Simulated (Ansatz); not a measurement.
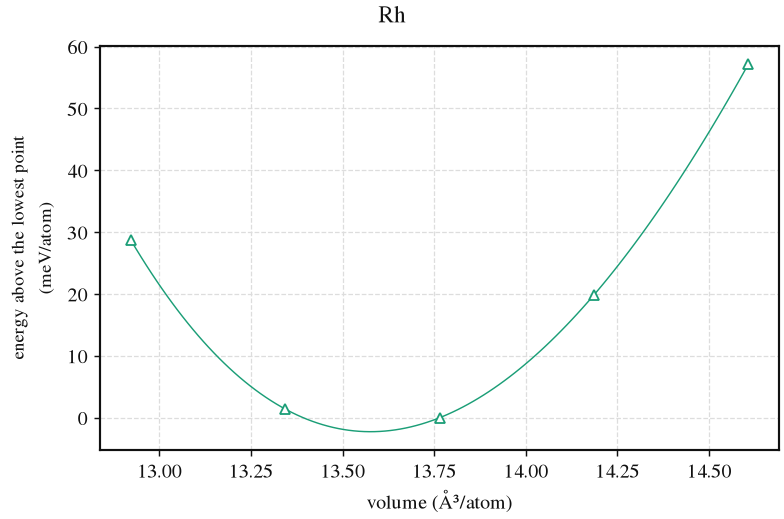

The figure shows the energy above the lowest point against volume for Rh, space group Fm-3m (No. 225) (one of a set of cubic test structures, which need not be the stable phase).

How it was computed, with Ansatz 0.2.0 development build: equation of state of a cubic crystal from periodic Kohn-Sham density functional theory without spin, third-order Birch-Murnaghan fit to the free energies; pressure corrected for the finite basis. Level: HSE06.

- structure type: fcc
- atoms in cell: 1
- space group number: 225
- lattice centring: face-centred primitive
- k mesh: 6×6×6
- occupation method: Fermi–Dirac
- occupation width: 0.1 eV
- wave cutoff: 420 eV
- datasets: soft-1 PAW
- density tolerance: 0 eV
- bands: 13
- density cutoff ratio: 4
- search for lower states: default
- exchange singularity: regularized

From this curve and the settings, what does the calculation give for the pressure at the same points?

The pressure falls from 15.9 GPa at volume 12.92 Å³/atom to −17.1 GPa at 14.61 Å³/atom, and changes sign near 13.59 Å³/atom.

```csv
volume (Å³/atom),pressure (GPa)
12.92,15.9
13.34,5.1
13.76,-3.8
14.19,-11.1
14.61,-17.1
```

Note: coarse k-mesh, values are not converged in k.
